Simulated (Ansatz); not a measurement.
## Geometry relaxation of Cd$_{16}$Te$_{16}$H (charge +1) (part 3 of 3)

Cd$_{16}$Te$_{16}$H (defect cell, 33 atoms in the cell, total charge +1); DFT PBE, scalar-relativistic, plane waves, PAW, no spin polarisation (Ansatz 0.2.0); cutoff 420 eV, 2×2×2 k-mesh, Gaussian smearing of 0.01 eV. The structure derives from a Materials Project entry. It belongs to a series of runs on one base structure; here: H interstitial, charge +1, atoms relaxed at the host's cell.

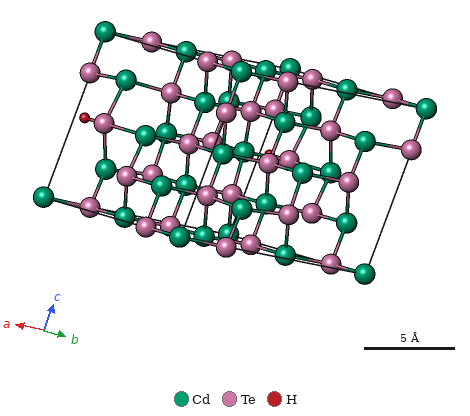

Fig. 1: The geometry at step 3 of the log (ball-and-stick view of the cell of the calculation, seen at an oblique angle).

### Output, continued
```
  k-point 3: bands = ["-95.6555", "-95.3853", "-95.3853", "-95.3839", "-95.3319", "-95.3319", "-95.3319", "-95.3318", "-95.3317", "-95.3316", ... 136 levels left out ..., "-4.0228", "-4.0091", "-3.9750", "-3.9544", "-3.9226", "-3.9118", "-3.8990", "-3.8767", "-3.8436", "-3.8386", "-3.8326", "-3.8160", "-3.7903", "-3.7837", "-1.6050", "-1.5961", "-1.5956", "-1.5638", "-1.5638", "-1.4323", "-1.4298", "-1.4167", "-1.4126", "-1.4080", "-1.4058", "-1.4042", "-1.4020", "-1.3866", "-1.3854",
      "-1.3827", "-1.3825", "-1.3795", "-1.3781", "-1.3731", "-1.3714", "-1.3645", "-1.3629", "-1.3563", "-1.3519", "-1.3510", "-1.3459", "-1.3448", "-1.3383", "-1.3349", "-1.3298", "-1.3275", "-1.3212", "-1.3206", "-1.3178", "-1.3070", "-1.2912", "-1.2860", "-1.2811", "-1.2769", "-1.2674", "-1.2617", "-1.2537", "-1.2508", "-1.2437", "-1.2396", "-1.2372", "-1.2334", "-1.2277", "-1.2250", "-1.2220", "-1.2219", "-1.2192", "-1.2146", "-1.2139",
      "-1.2115", "-1.2114", "-1.2089", "-1.2031", "-1.2017", "-1.1987", "-1.1965", "-1.1938", "-1.1925", "-1.1889", "-1.1873", "-1.1453", "-1.1393", "-1.1390", "-1.0299", "-0.9622", "-0.9540", "-0.9423", "-0.9304", "-0.8315", "-0.8137", "-0.8105", "-0.7908", "-0.7650", "-0.7591", "2.1820", "2.6298", "2.6479", "2.6920", "2.7802", "2.7810", "2.8019", "2.8127", "2.8262", "2.8372", "3.0070", "3.1889", "3.6475", "3.6719", "3.7299",
      "3.7766", "4.3205", "4.4041", "4.4133", "4.5501", "4.7290", "4.7366", "4.8427", "4.9223", "5.1171", "5.1446", "5.1781", "5.2168", "5.2633", "5.2656", "5.2773", "5.2940", "5.3085", "5.3141", "5.3393", "5.3647", "5.4000", "5.4256", "5.7538", "5.8379", "5.8550", "5.8775", "5.9039", "5.9125", "5.9204", "5.9898", "6.2553", "6.2768", "8.3822", "8.6567", "9.0138", "9.0440", "9.0740", "9.1229", "9.4395",
      "9.5097", "9.5769", "9.5895", "9.6087", "9.7233", "9.8872", "9.9133", "10.0200", "10.0735", "10.1110", "10.1545", "10.2864", "10.3732", "10.6455", "10.6689", "10.7524", "10.7662", "10.9135", "11.3881", "11.5435", "11.5496", "11.6360", "11.6425", "11.6889", "11.7032", "11.7942", "11.8154", "11.8367", "11.9438", "11.9856", "11.9965", "12.0734", "12.0773", "12.0906", "12.1304", "12.1885", "12.2220", "12.2453", "12.4161", "12.6303",
      "12.8324", "12.8368", "12.8687", "12.8936", "13.1663", "13.2418", "13.2931", "13.3348", "13.8139", "13.8767", "13.8901"]
--- Relaxed structure (6 steps of the walk, 6 accepted, 0 SCFs on fresh bases) ---
  F+E_penalty+E_count = -243787.44596664 eV   max|allowed force component| = 1.695e-2 eV/Å
  atoms:
    - { symbol: Cd, position: [0.2525071778301392, 0.0007655185320522562, 0.7512921060170579] }
    - { symbol: Cd, position: [0.502471725536716, -0.004164712617934951, 0.5004536197889407] }
    - { symbol: Cd, position: [0.7326003492008618, -0.018249622490117856, 0.2313359284804024] }
    - { symbol: Cd, position: [0.00173553775394647, 0.2507470433486679, 0.7694972061650037] }
    - { symbol: Cd, position: [0.2703284729654186, 0.2503997589180692, 0.5004226953670179] }
    - { symbol: Cd, position: [0.0016706546603691553, -0.004172281880118095, 0.0012447905545866639] }
    - { symbol: Cd, position: [0.7539124916585564, 0.5002858811528682, 0.7551990233623308] }
    - { symbol: Cd, position: [0.4991304086848046, 0.2455481659460174, 0.24564894446949062] }
    - { symbol: Cd, position: [0.746880246272555, 0.24553654183177642, -0.002016341107789199] }
    - { symbol: Cd, position: [0.001511761039476641, 0.5587289226752356, 0.5004149174685874] }
    - { symbol: Cd, position: [0.5040062284295064, 0.7478483974254913, 0.7480612345718226] }
    - { symbol: Cd, position: [0.2564066791817132, 0.500214154844463, 0.2527960392330342] }
    - { symbol: Cd, position: [0.7508292162615671, 0.7500672846806509, 0.5005038458783064] }
    - { symbol: Cd, position: [0.5009160438876085, 0.495075140284847, -0.0003151450299185418] }
    - { symbol: Cd, position: [0.0015943596745754407, 0.7499089004178545, 0.24954232541125992] }
    - { symbol: Cd, position: [0.2493409842438103, 0.7479404346861492, 0.002923323052244353] }
    - { symbol: Te, position: [0.25387862876927314, -0.003909154309411328, 0.5004019340192958] }
    - { symbol: Te, position: [0.4986038650042812, -0.0018478051880496948, 0.2504410867557578] }
    - { symbol: Te, position: [0.7516031435638394, -0.0019250700306314705, -0.0026324610352503885] }
    - { symbol: Te, position: [0.0016102001890792306, 0.21472462728371405, 0.5004354417393404] }
    - { symbol: Te, position: [0.2516092003708489, 0.2480148017449071, 0.24749351413659015] }
    - { symbol: Te, position: [0.0017392225038365128, -0.0037214757488861494, 0.7527595769818849] }
    - { symbol: Te, position: [0.745340994943354, 0.4969571781654848, 0.5004250422796155] }
    - { symbol: Te, position: [0.5007123773350414, 0.24753577511767483, -0.0004284414678449866] }
    - { symbol: Te, position: [0.7487122326380848, 0.24815348073114268, 0.7504506142108418] }
    - { symbol: Te, position: [0.0016231724691012361, 0.4968867555123577, 0.2442249464184293] }
    - { symbol: Te, position: [0.5024636143986696, 0.748363042771707, 0.5004164630249268] }
    - { symbol: Te, position: [0.25464329731910834, 0.5010185053407703, 0.00348969087407279] }
    - { symbol: Te, position: [0.7494322988454014, 0.7440534662296027, 0.24823116309383503] }
    - { symbol: Te, position: [0.5044888303231324, 0.500913744267508, 0.7532924780913137] }
    - { symbol: Te, position: [0.0016969990776276034, 0.7484364645335719, 0.0013316296016208096] }
    - { symbol: Te, position: [0.25777882224444115, 0.7530395980349452, 0.7566427169393879] }
    - { symbol: H, position: [0.0005996838232555368, 0.0682221772876217, 0.500222258753805] }
```

### Trajectory as extended XYZ (Å, eV, eV/Å), 3 of the 6 frames kept, from step=1 to step=6
```
33
Lattice="6.6193 -6.6193 6.6193 -6.6193 6.6193 6.6193 -6.6193 -6.6193 -6.6193" Properties=species:S:1:pos:R:3:forces:R:3 step=1 energy=-243786.92503
Cd   -3.2987   -6.6255   -3.3031    0.0391   0.0219   0.1568
Cd    0.0234   -6.6479   -0.0100    0.0407  -0.0309   0.0538
Cd    3.4041   -6.5185    3.2451    0.1316   0.2269  -0.2175
Cd   -6.7257   -3.3902   -3.3691   -0.2451  -0.1995  -0.2089
Cd   -3.2299   -3.4249    0.1154    0.1977  -0.0493   0.2944
Cd    0.0227   -0.0284   -0.0106   -0.0546  -0.0525  -0.0276
Cd   -3.3140   -6.6015    3.3412   -0.0386  -0.0697  -0.0398
Cd   -0.0215   -3.3100    3.3412    0.0571   0.0444  -0.0595
Cd    3.2897   -3.3097    6.6517    0.0329   0.0386  -0.0577
Cd   -6.5190   -0.1062   -0.0870   -0.5862   0.6044   0.5933
Cd   -6.6402   -3.2946    3.3264    0.0614  -0.0376   0.0335
Cd   -3.3292    0.0171    3.3262    0.0548  -0.0665   0.0207
Cd   -3.2853   -3.3212    6.6413   -0.1952  -0.0399   0.0696
Cd    0.0236   -0.0272    6.6083    0.0199   0.0365  -0.0259
Cd   -6.6361    3.2930    3.3216    0.1112   0.0643   0.0400
Cd   -3.3145    3.3251    6.6513   -0.0406  -0.0516  -0.0636
Te   -1.6080   -4.9748   -1.6464   -0.1314  -0.1582   0.0158
Te    1.6267   -4.9477    1.6541    0.0545  -0.0756   0.0665
Te    4.9771   -4.9483    5.0049   -0.0076  -0.0346   0.0011
Te   -4.7190   -1.9151   -1.8832    0.6184  -0.5532  -0.5981
Te   -1.6431   -1.6316    1.6876   -0.0795  -0.0641  -0.0668
Te   -4.9565   -5.0414   -4.9467   -0.0279   0.2989  -0.1337
Te   -1.6406   -4.9830    4.9831    0.2487  -0.2589  -0.0121
Te    1.6691   -1.6670    4.9615    0.0587  -0.0229  -0.0171
Te   -1.6763   -8.2506    1.6546    0.0567  -0.0263   0.0362
Te   -4.9705    1.6369    1.6531   -0.0044  -0.2434  -0.2296
Te   -4.9495   -1.6740    4.9687    0.0619  -0.0770   0.0332
Te   -1.6753    1.6382    5.0047    0.0236   0.0247   0.0126
Te   -1.6115   -1.6969    8.2638   -0.0950   0.2016   0.0159
Te   -4.9922   -4.9803    1.6870   -0.0160  -0.0055  -0.0128
Te   -4.9569    4.9458    4.9612    0.0081  -0.0467  -0.0574
Te   -8.2616   -1.6539    1.6540    0.2666  -0.0160  -0.2435
H    -3.6907   -2.9256   -2.9358   -0.6214   0.6177   0.6284
33
Lattice="6.6193 -6.6193 6.6193 -6.6193 6.6193 6.6193 -6.6193 -6.6193 -6.6193" Properties=species:S:1:pos:R:3:forces:R:3 step=3 energy=-243787.34636
Cd   -3.2905   -6.6201   -3.3041    0.0103  -0.0069  -0.0286
Cd    0.0473   -6.6708   -0.0040    0.0126  -0.0144  -0.0078
Cd    3.4422   -6.4667    3.1964   -0.0080  -0.0331   0.0081
Cd   -6.7761   -3.4419   -3.4198    0.0369   0.0036   0.0048
Cd   -3.1827   -3.4498    0.1706   -0.0065   0.0061  -0.0415
Cd    0.0207   -0.0489   -0.0267    0.0091  -0.0133  -0.0131
Cd   -3.3254   -6.6376    3.3216   -0.0174  -0.0473  -0.0080
Cd    0.0115   -3.2973    3.3200    0.0453   0.0125  -0.0080
Cd    3.3109   -3.2985    6.6214    0.0101   0.0160  -0.0460
Cd   -6.7430    0.1210    0.1365   -0.2324   0.2303   0.2332
Cd   -6.6058   -3.3147    3.3419    0.0454  -0.0148   0.0136
Cd   -3.3076   -0.0204    3.3399    0.0143  -0.0473   0.0127
Cd   -3.2990   -3.3354    6.6464    0.0273  -0.0102  -0.0114
Cd    0.0411   -0.0269    6.5895    0.0146  -0.0093  -0.0118
Cd   -6.6237    3.2905    3.3129   -0.0013  -0.0202  -0.0208
Cd   -3.3274    3.3016    6.6212   -0.0103  -0.0148  -0.0447
Te   -1.6102   -5.0148   -1.6397    0.0052   0.0079  -0.0097
Te    1.6361   -4.9538    1.6458    0.0017  -0.0125  -0.0074
Te    4.9919   -4.9525    5.0009    0.0070  -0.0069  -0.0027
Te   -4.7277   -1.8975   -1.8711   -0.0570   0.0572   0.0564
Te   -1.6309   -1.6435    1.6828    0.0042   0.0032  -0.0052
Te   -4.9636   -5.0135   -4.9856    0.0095  -0.0086   0.0047
Te   -1.6338   -4.9906    4.9363   -0.0060   0.0059   0.0016
Te    1.6872   -1.6669    4.9445   -0.0019  -0.0073   0.0113
Te   -1.6709   -8.2606    1.6446    0.0108  -0.0007  -0.0092
Te   -4.9220    1.6273    1.6486   -0.0014   0.0028   0.0028
Te   -4.9268   -1.6968    4.9748   -0.0111   0.0077  -0.0043
Te   -1.6726    1.6222    4.9979    0.0056  -0.0044   0.0039
Te   -1.6137   -1.6633    8.2487    0.0003  -0.0171  -0.0013
Te   -4.9868   -4.9983    1.6870    0.0024  -0.0042  -0.0082
Te   -4.9580    4.9253    4.9468    0.0084   0.0124   0.0046
Te   -8.2508   -1.7027    1.6456   -0.0027   0.0022   0.0053
H    -3.7693   -2.8437   -2.8557    0.0753  -0.0747  -0.0734
33
Lattice="6.6193 -6.6193 6.6193 -6.6193 6.6193 6.6193 -6.6193 -6.6193 -6.6193" Properties=species:S:1:pos:R:3:forces:R:3 step=6 energy=-243787.44597
Cd   -3.3067   -6.6393   -3.2965    0.0043  -0.0001  -0.0027
Cd    0.0409   -6.6662   -0.0142   -0.0101   0.0092   0.0161
Cd    3.4388   -6.5013    3.1972    0.0017  -0.0029  -0.0051
Cd   -6.7418   -3.4452   -3.4223    0.0037  -0.0012  -0.0043
Cd   -3.1805   -3.4443    0.1344    0.0034  -0.0014  -0.0005
Cd    0.0304   -0.0469   -0.0248   -0.0163   0.0105   0.0092
Cd   -3.3200   -6.6777    3.3030    0.0015   0.0001  -0.0012
Cd    0.0525   -3.3045    3.3032   -0.0010  -0.0038  -0.0026
Cd    3.3319   -3.3052    6.5824    0.0017  -0.0009  -0.0007
Cd   -7.0007    0.3760    0.3960    0.0062  -0.0058  -0.0042
Cd   -6.5657   -3.3376    3.3347   -0.0012  -0.0034  -0.0031
Cd   -3.2871   -0.0595    3.3349    0.0032   0.0008  -0.0045
Cd   -3.3079   -3.3180    6.6219    0.0031  -0.0032  -0.0001
Cd    0.0407   -0.0366    6.5948   -0.0098   0.0170   0.0107
Cd   -6.6051    3.3015    3.3226    0.0003  -0.0036  -0.0031
Cd   -3.3197    3.2810    6.5819    0.0042  -0.0042  -0.0002
Te   -1.6059   -5.0187   -1.6577   -0.0082   0.0061  -0.0046
Te    1.6549   -4.9704    1.6304    0.0022  -0.0062   0.0013
Te    5.0052   -4.9704    4.9797    0.0018  -0.0025   0.0008
Te   -4.7232   -1.9019   -1.8805    0.0027  -0.0026  -0.0054
Te   -1.6144   -1.6620    1.6689   -0.0044   0.0002  -0.0041
Te   -4.9466   -5.0189   -4.9958    0.0032   0.0102   0.0060
Te   -1.6683   -4.9566    4.9107   -0.0011   0.0007  -0.0004
Te    1.6787   -1.6730    4.9557    0.0072  -0.0015  -0.0012
Te   -1.6541   -8.2808    1.6311    0.0046   0.0003  -0.0014
Te   -4.8949    1.6617    1.6832   -0.0010  -0.0002   0.0005
Te   -4.9401   -1.6847    4.9672    0.0030  -0.0048   0.0025
Te   -1.6539    1.6077    4.9788    0.0006   0.0008   0.0056
Te   -1.6075   -1.6787    8.2427   -0.0079  -0.0008   0.0072
Te   -4.9626   -5.0099    1.6688   -0.0028  -0.0008  -0.0029
Te   -4.9517    4.9341    4.9565    0.0006  -0.0015  -0.0077
Te   -8.2867   -1.7302    1.6825    0.0004   0.0002   0.0017
H    -3.7587   -2.8635   -2.8556    0.0041  -0.0048  -0.0016
```

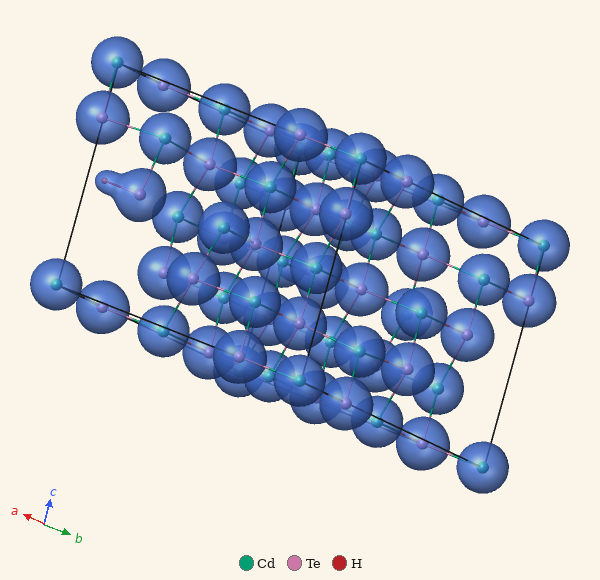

Fig. 2: Isosurface of the valence charge density (pseudo) at 0.5 e/Å³ (blue), seen at an oblique angle. Sticks mark near contacts. The outline is the calculation cell. At this value the density breaks into separate islands; it holds about 80 % of the electrons treated as valence (semicore included). It is pinched off along the Cd–Te (2.78 Å), Cd–Te (2.82 Å) and Cd–Te (2.86 Å) contacts. On the grid the lowest density along these lines, outside the cores, is 0.87 e/Å³ (Te–H, 1.67 Å), 0.36 e/Å³ (Cd–Te, 2.78 Å), 0.33 e/Å³ (Cd–Te, 2.82 Å) and 0.31 e/Å³ (Cd–Te, 2.86 Å). In a PAW calculation such maps are meaningful between the atoms, not at the nuclei.

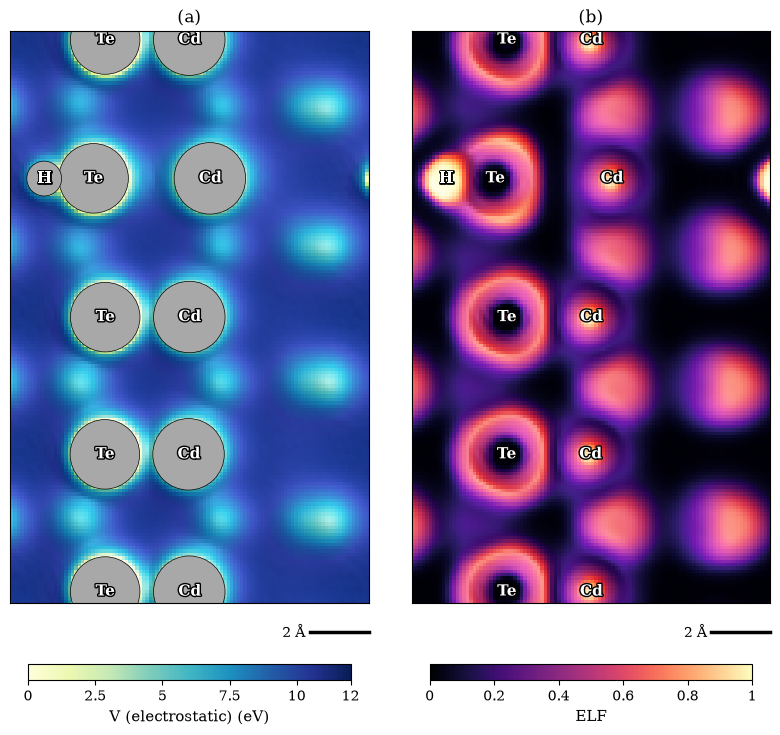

Fig. 3: (a) electrostatic potential (local pseudopotential plus Hartree) felt by an electron; (b) ELF on the (101) plane of the calculation cell. Grey discs, where drawn, cover atomic cores. The section cuts through Cd, Te and H sites. Te–H (1.67 Å): the ELF climbs to about 1 towards the hydrogen, as it does in any bond to H. Cd–Te (2.85 Å): the ELF peaks at about 0.70 in the valence shell of Te, 1.2 Å from its nucleus, and drops to about 0.15 between the two atoms. Cd–Te (2.85 Å): the ELF peaks at about 0.70 in the valence shell of Te, 1.2 Å from its nucleus, and drops to about 0.15 between the two atoms. The strong features right at Cd lie inside the PAW spheres (semicore, d or f shells) and say nothing about bonding. Outside the cores the potential energy rises away from the atoms and is highest about 2.8 Å from the nearest atoms; outside the discs it spans about 11 eV, and its zero is arbitrary.

### Results in brief

```tsv
quantity	value
outcome	converged
electrons treated	576
free energy	−243787.4460 eV
Fermi energy	7.307 eV
gap on the k-point mesh	2.06 eV
final volume	1160.08 Å³
largest force (length of the vector) at the end	0.022 eV/Å
wall time	3.5 min (CPU time 14 min)
peak memory	6.7 GiB
```
